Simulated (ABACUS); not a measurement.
**Single-point calculation at one volume of an equation of state, with input and output: Mo (part 1 of 2)**

The run: single-point calculation at one volume of an equation of state of Mo (Im-3m, 1 atom in the cell). Method and program: Kohn-Sham DFT of a periodic cell, PBE, PseudoDojo NC SR 0.4.1 PBE standard, no spin polarisation (ABACUS 3.10.1).

The structure derives from a Materials Project entry. It belongs to a series of runs on one base structure; here: volume scaled by 1.06.

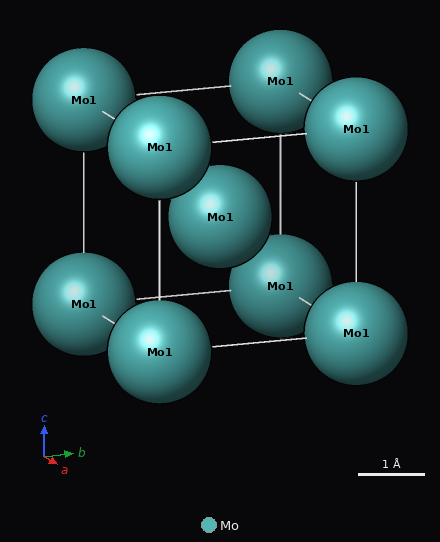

Fig. 1: The structure (spheres-only view of the cell 2 times as large as that of the calculation, set on its symmetry axes, seen slightly off an axis; atoms are numbered from 1 in the order of the input).

**Key numbers**

| quantity | value |
| --- | --- |
| outcome | converged |
| space group (tolerance 0.01 Å) | Im-3m (229) |
| electrons treated | 14 |
| free energy | −1911.2359 eV |
| Fermi energy | 20.403 eV |
| gap on the k-point mesh | none (metallic) |
| pressure | −17.37 GPa |
| largest force (length of the vector) | under 0.001 eV/Å |
| hardware | 4 threads of Intel Xeon @ 2.50GHz (Skylake/Cascade Lake), 96 GiB of memory available, shared host |
| wall time | 2.2 s (CPU time 8.6 s) |
| peak memory | 0.4 GiB |

**Notes**

Settings chosen away from the usual ones: volume scaled by 1.06. The settings depart from the standard set-up of this series, which can bear on the numbers. Points of doubt noted for this run: home made orbitals.

**Input**
```
INPUT_PARAMETERS
suffix              Mo
calculation         scf
basis_type          lcao
pseudo_dir          ./
orbital_dir         ./
symmetry            1
dft_functional      pbe
ecutwfc             100
pseudo_rcut         10
nspin               1
nbands              10
ks_solver           genelpa
smearing_method     fd
smearing_sigma      0.00367493
scf_thr             1e-07
scf_nmax            100
mixing_type         broyden
mixing_beta         0.7
cal_force           1
cal_stress          1
out_mul             1
```

**File STRU**
```
ATOMIC_SPECIES
Mo 95.9500 Mo.upf

NUMERICAL_ORBITAL
Mo_confined-atom_7au_2s1p1d.orb

LATTICE_CONSTANT
1.8897261246

LATTICE_VECTORS
-1.6148719360 1.6148719360 1.6148719360
1.6148719360 -1.6148719360 1.6148719360
1.6148719360 1.6148719360 -1.6148719360

ATOMIC_POSITIONS
Direct

Mo
0.0
1
0.0000000000 0.0000000000 0.0000000000 1 1 1
```

**File KPT**
```
K_POINTS
0
Gamma
12 12 12 0 0 0
```

Launch command:
```bash
OMP_NUM_THREADS=1 mpirun -np 4 abacus > log
```

**Log**
```
ABACUS v3.10.1

               Atomic-orbital Based Ab-initio Computation at UStc

 ------------------------------------------------------------------------------------

 READING GENERAL INFORMATION
                           global_out_dir = OUT.Mo/
                           global_in_card = INPUT
                               pseudo_dir = ./
                              orbital_dir = ./
                                    DSIZE = 4
                                    GSIZE = 1

 READING UNITCELL INFORMATION
                                    ntype = 1
                  lattice constant (Bohr) = 1.88973
              lattice constant (Angstrom) = 1

 READING ATOM TYPE 1
                               atom label = Mo
                      L=0, number of zeta = 2
                      L=1, number of zeta = 1
                      L=2, number of zeta = 1
             number of atom for this type = 1

                        TOTAL ATOM NUMBER = 1
DIRECT COORDINATES
    atom                   x                   y                   z     mag                  vx                  vy                  vz
taud_Mo1            0.0000000000        0.0000000000        0.0000000000  0.0000        0.0000000000        0.0000000000        0.0000000000

                          Volume (Bohr^3) = 113.677
                             Volume (A^3) = 16.8451

 Lattice vectors: (Cartesian coordinate: in unit of a_0)
             -1.61487            +1.61487            +1.61487
             +1.61487            -1.61487            +1.61487
             +1.61487            +1.61487            -1.61487
 Reciprocal vectors: (Cartesian coordinate: in unit of 2 pi/a_0)
                   +0           +0.309622           +0.309622
            +0.309622                  +0           +0.309622
            +0.309622           +0.309622                  +0
 The esolver type has been set to : ksdft_lcao

                PAO radial cut off (Bohr) = 10

 Read in pseudopotential file is Mo.upf
                     pseudopotential type = NC
          exchange-correlation functional = PBE
                 nonlocal core correction = 1
                        valence electrons = 14
                                     lmax = 2
                           number of zeta = 4
                     number of projectors = 6
                           L of projector = 0
                           L of projector = 0
                           L of projector = 1
                           L of projector = 1
                           L of projector = 2
                           L of projector = 2
     initial pseudo atomic orbital number = 10

 SETUP THE ELECTRONS NUMBER
            electron number of element Mo = 14
      total electron number of element Mo = 14
            AUTOSET number of electrons:  = 14
                           occupied bands = 7
                                   NLOCAL = 10
                                   NBANDS = 10
                                   NBANDS = 10
                                   NLOCAL = 10

%%%%%%%%%%%%%%%%%%%%%%%%%%%%%%%%%%%%%%%%%%%%%%%%%%%%%%%%%%%%%%%%%%%%%%%%%%%%%%%%%%%%%%%%%%%%%%%%%%%%%%%%%%
 Warning: the number of valence electrons in pseudopotential > 6 for Mo: [Kr] 4d5 5s1
 Pseudopotentials with additional electrons can yield (more) accurate outcomes, but may be less efficient.
 If you're confident that your chosen pseudopotential is appropriate, you can safely ignore this warning.
%%%%%%%%%%%%%%%%%%%%%%%%%%%%%%%%%%%%%%%%%%%%%%%%%%%%%%%%%%%%%%%%%%%%%%%%%%%%%%%%%%%%%%%%%%%%%%%%%%%%%%%%%%

 SETUP THE PLANE WAVE BASIS
 energy cutoff for charge/potential (unit:Ry) = 400
            fft grid for charge/potential = [ 36, 36, 36 ]
                        fft grid division = [ 3, 3, 3 ]
        big fft grid for charge/potential = [ 12, 12, 12 ]
                                     nbxx = 432
                                     nrxx = 11664

 SETUP PLANE WAVES FOR CHARGE/POTENTIAL
                    number of plane waves = 15395
                         number of sticks = 841

 PARALLEL PW FOR CHARGE/POTENTIAL
     PROC   COLUMNS(POT)             PW
        1            210           3849
        2            211           3850
        3            210           3848
        4            210           3848
 --------------- sum -------------------
        4            841          15395
                            number of |g| = 173
                                  max |g| = 36.0456
                                  min |g| = 0

----------- Double Check Mixing Parameters Begin ------------
mixing_type: broyden
mixing_beta: 0.7
mixing_gg0: 1
mixing_gg0_min: 0.1
mixing_ndim: 8
----------- Double Check Mixing Parameters End ------------

 LATTICE VECTORS: (CARTESIAN COORDINATE: IN UNIT OF A0)
             -1.61487            +1.61487            +1.61487
             +1.61487            -1.61487            +1.61487
             +1.61487            +1.61487            -1.61487
                       right hand lattice = 1
                                   NORM_A = 2.79704
                                   NORM_B = 2.79704
                                   NORM_C = 2.79704
                           ALPHA (DEGREE) = 109.471
                           BETA  (DEGREE) = 109.471
                           GAMMA (DEGREE) = 109.471

 The lattice vectors have been changed (STRU_SIMPLE.cif)

(for optimal symmetric configuration:)
                             BRAVAIS TYPE = 2
                     BRAVAIS LATTICE NAME = 02. Cubic I (body-centered)
                                    ibrav = 2
                                    IBRAV = 2
                                  BRAVAIS = BODY CENTERED CUBIC
                       LATTICE CONSTANT A = 3.22974
Original cell was already a primitive cell.
                        ROTATION MATRICES = 48
              PURE POINT GROUP OPERATIONS = 48
                   SPACE GROUP OPERATIONS = 48
                              POINT GROUP = O_h
               POINT GROUP IN SPACE GROUP = O_h

 SETUP K-POINTS
                                    nspin = 1
                   Input type of k points = Monkhorst-Pack(Gamma)
                                   nkstot = 1728
                       right hand lattice = 1
(for reciprocal lattice: )
                             BRAVAIS TYPE = 3
                     BRAVAIS LATTICE NAME = 03. Cubic F (face-centered)
                                    ibrav = 3
                       right hand lattice = 1
(for k-lattice: )
                             BRAVAIS TYPE = 3
                     BRAVAIS LATTICE NAME = 03. Cubic F (face-centered)
                                    ibrav = 3
                       right hand lattice = 1
                        ROTATION MATRICES = 48
                               nkstot_ibz = 72
K-POINTS REDUCTION ACCORDING TO SYMMETRY
     IBZ    DIRECT_X    DIRECT_Y    DIRECT_Z  WEIGHT  ibz2bz
       1  0.00000000  0.00000000  0.00000000  0.0006       0
       2 -0.08333333  0.08333333  0.00000000  0.0069       1
       3 -0.16666667  0.16666667  0.00000000  0.0069       2
       4 -0.25000000  0.25000000  0.00000000  0.0069       3
       5 -0.33333333  0.33333333  0.00000000  0.0069       4
       6 -0.41666667  0.41666667  0.00000000  0.0069       5
       7  0.50000000  0.50000000  0.00000000  0.0035       6
       8 -0.16666667  0.08333333  0.08333333  0.0139      13
       9 -0.08333333 -0.16666667  0.25000000  0.0278      14
      10 -0.08333333 -0.25000000  0.33333333  0.0278      15
      11 -0.08333333 -0.33333333  0.41666667  0.0278      16
      12  0.50000000  0.41666667  0.08333333  0.0278      17
      13 -0.33333333  0.16666667  0.16666667  0.0139      26
      14 -0.16666667 -0.25000000  0.41666667  0.0278      27
      15  0.50000000  0.33333333  0.16666667  0.0278      28
      16  0.41666667  0.41666667  0.16666667  0.0139      29
      17  0.50000000  0.25000000  0.25000000  0.0139      39
      18  0.41666667  0.33333333  0.25000000  0.0278      40
      19  0.33333333  0.33333333  0.33333333  0.0046      52
      20 -0.08333333 -0.08333333  0.25000000  0.0046     157
      21 -0.08333333 -0.16666667  0.33333333  0.0139     158
      22 -0.08333333 -0.25000000  0.41666667  0.0139     159
      23  0.50000000  0.33333333  0.08333333  0.0139     160
      24  0.41666667  0.41666667  0.08333333  0.0069     161
      25  0.08333333  0.08333333 -0.08333333  0.0035     167
      26 -0.16666667 -0.16666667  0.41666667  0.0139     170
      27  0.50000000  0.25000000  0.16666667  0.0278     171
      28  0.41666667  0.33333333  0.16666667  0.0278     172
      29 -0.16666667  0.16666667  0.08333333  0.0139     178
      30  0.41666667  0.25000000  0.25000000  0.0139     183
[... 42 further k points ...]

                               nkstot now = 72
[... K-POINTS DIRECT COORDINATES: 72 rows ...]

           k-point number in this process = 72
       minimum distributed K point number = 72
[... stars of the k points ...]

[... K-POINTS CARTESIAN COORDINATES: 72 rows ...]

[... K-POINTS DIRECT COORDINATES: 72 rows ...]

 SETUP PLANE WAVES FOR WAVE FUNCTIONS
     energy cutoff for wavefunc (unit:Ry) = 100
              fft grid for wave functions = [ 36, 36, 36 ]
                    number of plane waves = 3103
                         number of sticks = 283

 PARALLEL PW FOR WAVE FUNCTIONS
     PROC   COLUMNS(POT)             PW
        1             71            777
        2             71            776
        3             70            774
        4             71            776
 --------------- sum -------------------
        4            283           3103

 SET NONLOCAL PSEUDOPOTENTIAL PROJECTORS
 max number of nonlocal projetors among all species is 6

 -------------------------------------------
 SELF-CONSISTENT
 -------------------------------------------

 SETUP SEARCHING RADIUS FOR PROGRAM TO SEARCH ADJACENT ATOMS
                  longest orb rcut (Bohr) = 7
   longest nonlocal projector rcut (Bohr) = 1.5
                     search radius (Bohr) = 17
              searching radius is (Bohr)) = 17
         searching radius unit is (Bohr)) = 1.89
                         PeriodicBoundary = 1
                        Radius(unit:lat0) = 9
                                   glayer = [ 5, 5, 5 ]
                             glayer_minus = [ 4, 4, 4 ]

Find the coordinate range of the input atom(unit:lat0).
                                  min_tau = [ -19.4, -19.4, -19.4 ]
                                  max_tau = [ 19.4, 19.4, 19.4 ]
                                BoxNumber = [ 9, 9, 9 ]
```
